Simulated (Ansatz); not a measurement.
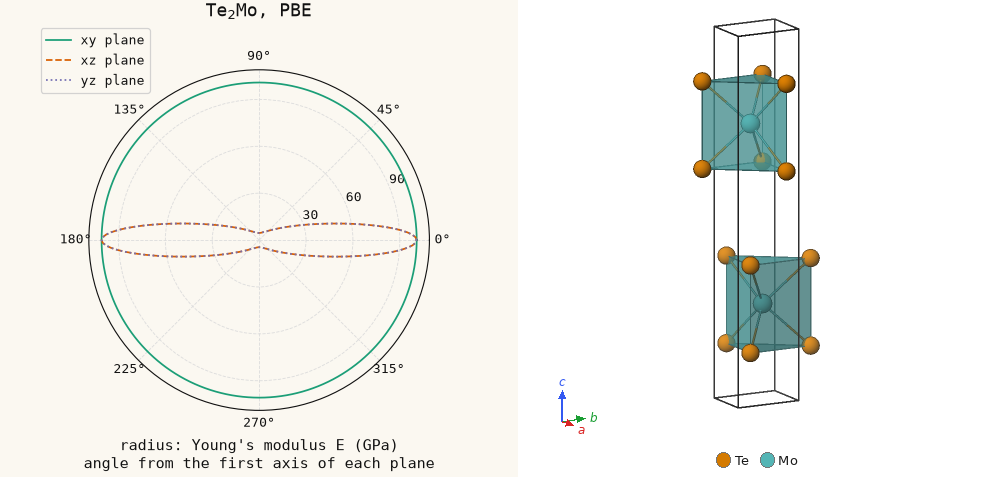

Figure. Young's modulus as a function of direction in the xy, xz and yz planes for Te₂Mo, space group P6_3/mmc (No. 194). The cell is drawn beside the plot.

Over all directions E runs from 4.6 to 100.9 GPa, a ratio of 22, a strong anisotropy; the crystal is close to a mechanical instability, so the softest values aren't well resolved. E is 100.8 GPa along x, 100.8 GPa along y and 4.6 GPa along z, and 12.0 GPa along the body diagonal x + y + z. The Hill averages are K = 17.6 GPa and G = 14.2 GPa, Poisson's ratio 0.18; K/G = 1.24.

Computed with Ansatz 0.2.0: elastic stress-strain coefficients at zero temperature from small strains of the given cell, Voigt order xx yy zz yz xz xy, Cartesian axes of the cell vectors; plane waves with PAW datasets, Γ-centred k mesh. Level: PBE, no spin polarisation.

```
         setting    value
     wave cutoff   420 eV
          k mesh  12×12×2
     occupations    fixed
            ions  relaxed
strain amplitude    0.002
```

The given structure:
```
CELL_PARAMETERS angstrom
3.55664 0.00000 0.00000
-1.77832 3.08014 0.00000
0.00000 0.00000 15.34292
ATOMIC_POSITIONS crystal
Te 0.33333 0.66667 0.63215
Te 0.66667 0.33333 0.13215
Te 0.33333 0.66667 0.86785
Te 0.66667 0.33333 0.36785
Mo 0.33333 0.66667 0.25000
Mo 0.66667 0.33333 0.75000
```

Keep in mind: weakly bound, no dispersion correction.
